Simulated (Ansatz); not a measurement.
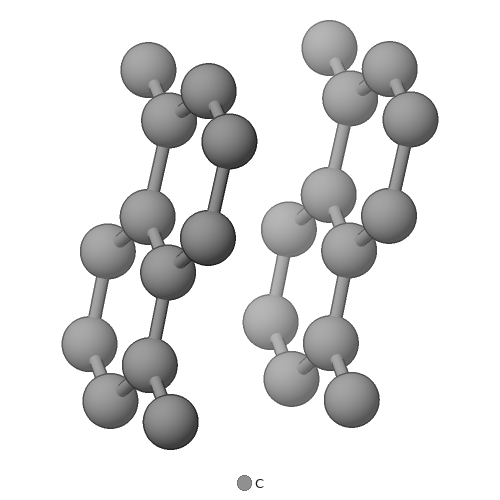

The system is H₂ on a C(101) slab cut from the R-3m phase, its upper half relaxed before the scan (24 atoms of substrate and one adsorbate in a 2 × 2 cell); the picture shows it without the atoms that are moved over the map. H2 lies flat over one site of a rigid substrate while its bond length and height are varied; it sits over a top site over C22, heights counted from the top plane, its axis along the second surface vector. First axis: distance H25-H26. Second axis: height of the H2 axis above the plane of C21. Grid: 8 × 9 points. At 19 points there is no value (left out: too close to the surface, or the stretched molecule far from it). Points are written as (first, second). All energies are given in eV relative to the lowest grid point. Method: DFT LDA, scalar-relativistic, plane waves, PAW (Ansatz). Settings: cutoff 420 eV, k-mesh 6×4×1, gaussian smearing 0.05 eV, no spin polarisation.

Range: distance H25-H26 from 0.650 to 2.650 Å; height of the H2 axis above the plane of C21 from 0.45 to 3.60 Å.

> Predict the map.

The lowest grid point is at (1.495 Å, 0.77 Å). The highest grid point, (0.650 Å, 0.77 Å), lies 6.42 eV above the lowest.

```tsv
second ↓, first →	0.650	0.750	0.919	1.181	1.495	1.849	2.235	2.650
3.60	3.09	2.81	3.08	4.14	–	–	–	–
3.00	3.06	2.77	3.04	4.08	–	–	–	–
2.60	3.04	2.75	2.99	4.00	–	–	–	–
2.05	3.06	2.72	2.89	3.75	4.84	–	–	–
1.73	3.09	2.67	2.69	3.33	4.09	4.66	5.11	5.51
1.41	2.84	2.25	1.98	2.15	2.55	3.07	3.69	4.33
1.09	2.46	1.64	0.95	0.60	0.72	1.27	2.15	3.13
0.77	6.42	4.88	2.96	1.03	0.00	0.07	0.97	2.22
0.45	–	–	–	–	3.14	0.89	0.96	2.04
```

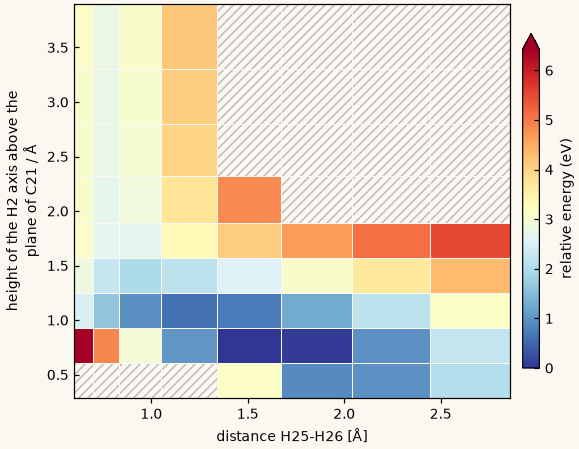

In the figure: one coloured cell a grid point, one colour for all values above the top of the scale, hatched blanks where no value was computed.

The whole map (53 points run) took 77 min on 2 threads of Arm Neoverse N1, with other jobs on the host.

PAW datasets: the set soft_1.
